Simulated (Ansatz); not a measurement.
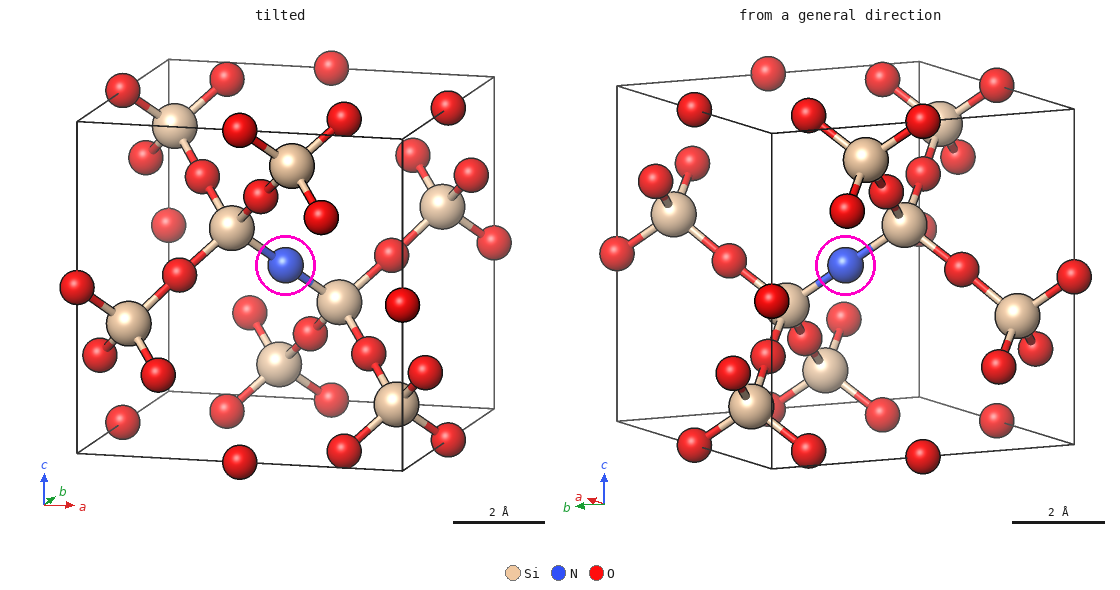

View slightly off an axis and from a general direction, drawn as a ball-and-stick model. Lines trace the edges of the supercell. The host is SiO2, in a cell of 24 sites, and the cell is neutral. A ring marks the defect's site.

Question: Where does the cell differ from the host, and how?

Answer: Nitrogen on an oxygen site (a substitutional impurity). It is bonded to two Si in a linear arrangement at about 1.7 Å.

Setup: Ansatz 0.2.0, DFT PBE, scalar-relativistic, plane waves, PAW; a kinetic-energy cutoff of 420 eV, a 2×2×2 k-point mesh, Gaussian smearing of 0.01 eV, collinear spins.

Question: Is the defect magnetic?

Answer: Yes, 1.0 μB in the cell.

The atoms were relaxed in the host's cell with Ansatz, DFT PBE, scalar-relativistic, plane waves, PAW.
